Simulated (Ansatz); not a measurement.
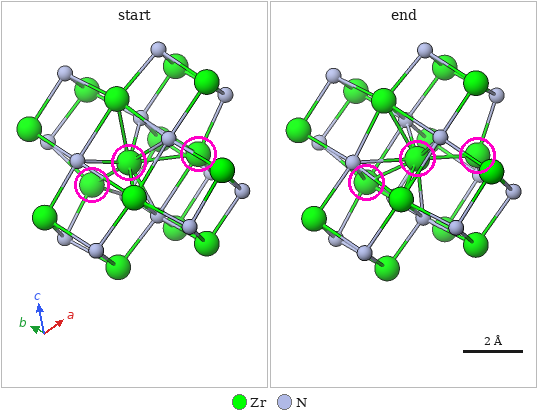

The two relaxed end points of a path for a defect cell of composition Zr$_{9}$N$_{8}$ (17 atoms in the cell). The picture is a ball-and-stick view of the atoms within 3.9 Å of the middle of the path, seen slightly off an axis. The atoms that move most are ringed. Bonds to atoms that aren't drawn are left out.

Level of theory: Ansatz 0.2.0, DFT PBE, scalar-relativistic, plane waves, PAW.

The input:
```yaml
crystal:
  lattice:
    - [0.0, 4.5945978683, -4.5945978683]
    - [4.5945978683, 4.5945978683, 0.0]
    - [4.5945978683, 0.0, -4.5945978683]
  atoms:
    - { symbol: Zr, position: [0.2513328227, 0.7514547798, 0.2511160152] }
    - { symbol: Zr, position: [0.2520102852, 0.2508662959, 0.2519591028] }
    - { symbol: Zr, position: [0.7528725565, 0.7514605193, 0.2511931063] }
    - { symbol: Zr, position: [0.7407294693, 0.2282827515, 0.2972317909] }
    - { symbol: Zr, position: [0.2512220344, 0.751426589, 0.7528662912] }
    - { symbol: Zr, position: [0.2971048711, 0.2282790065, 0.7406423915] }
    - { symbol: Zr, position: [0.7129933039, 0.8684378757, 0.7126563286] }
    - { symbol: Zr, position: [0.7408521753, 0.228265911, 0.7405269672] }
    - { symbol: "N", position: [0.4693591558, 0.4977933131, 0.0196711548] }
    - { symbol: "N", position: [0.4881445921, 9.25531e-05, 0.0304258944] }
    - { symbol: "N", position: [1.0197603857, 0.4977995688, 0.0197365015] }
    - { symbol: "N", position: [0.996573618, 0.0171810653, -0.0035342583] }
    - { symbol: "N", position: [0.4987779656, 0.5102600075, 0.4988839848] }
    - { symbol: "N", position: [0.4881695531, -9.25531e-05, 0.4881441946] }
    - { symbol: "N", position: [1.019730156, 0.4978247908, 0.4695461089] }
    - { symbol: "N", position: [1.0308066109, -0.0001436978, 0.4879902589] }
    - { symbol: Zr, position: [0.8497550611, 0.4569000477, 0.8501468661] }
basis:
  ecutwfc: 420
  xc_grid: 2
kpoints:
  mp_grid: { grid: [4, 4, 4], shift: [0.0, 0.0, 0.0] }
hamiltonian:
  xc: pbe
scf:
  occupations: { method: gaussian, width: 0.1 }
output:
  forces: true
neb:
  images: 5
  f_tol: 0.05
  max_iterations: 70
  order_check: false
  final_atoms:
    - { symbol: Zr, position: [0.2514605193, 0.7511931063, 0.2444738179] }
    - { symbol: Zr, position: [0.251426589, 0.2528662912, 0.2444850855] }
    - { symbol: Zr, position: [0.7508662959, 0.7519591028, 0.2451643161] }
    - { symbol: Zr, position: [0.728265911, 0.2405269672, 0.2903549465] }
    - { symbol: Zr, position: [0.2514547798, 0.7511160152, 0.7460963823] }
    - { symbol: Zr, position: [0.3684378757, 0.2126563286, 0.7059124917] }
    - { symbol: Zr, position: [0.7282827515, 0.7972317909, 0.7337559883] }
    - { symbol: Zr, position: [0.7282790065, 0.2406423915, 0.7339737309] }
    - { symbol: "N", position: [0.5171810653, 0.4964657417, -0.010220425] }
    - { symbol: "N", position: [0.4999074469, -0.0118558054, 0.0237788054] }
    - { symbol: "N", position: [0.9977933131, 0.5196711548, 0.0131763763] }
    - { symbol: "N", position: [0.9978247908, -0.0304538911, 0.0128989444] }
    - { symbol: "N", position: [0.5000925531, 0.5304258944, 0.4813369604] }
    - { symbol: "N", position: [0.4998563022, -0.0120097411, 0.4813468281] }
    - { symbol: "N", position: [0.9977995688, 0.5197365015, 0.4627035439] }
    - { symbol: "N", position: [1.0102600075, -0.0011160152, 0.492078042] }
    - { symbol: Zr, position: [0.9569000477, 0.3501468661, 0.8431980251] }
```

Run as
```bash
ansatz run input.yaml --threads 4 --pin off --max-ram 10240MiB --backend cpu --events-out ev --progress --plain --runs-dir out
```

> Predict the minimum-energy path and its barrier.

The two ends have the same energy, and the highest point, image 3, lies 0.130 eV above the start. A Zr atom travels furthest, 0.70 Å from end to end, along [1 −1 0], on a straight line. It doesn't move alone: Zr (0.38 Å), Zr (0.38 Å) move with it. The band converged in 5 iterations. The largest component of the band force went from 0.91 to 0.023 eV/Å. The climbing image converged on the top of the path. Its curvatures weren't checked.

Energies of the converged images:

```
image  path (Å)  E (eV)
    0      0.00   0.000
    1      0.17   0.028
    2      0.35   0.093
    3      0.52   0.130
    4      0.69   0.094
    5      0.86   0.029
    6      1.03   0.000
```

The geometry at the top of the path:

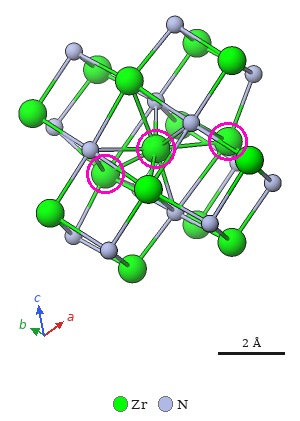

Limits of the set-up: the periodic images lie only 6.5 Å apart, so the values are limited by the cell's size.

The run took 4.9 min on 4 threads of Intel(R) Xeon(R) 6975P-C (Granite Rapids), on a shared host, peak memory 2.8 GiB.
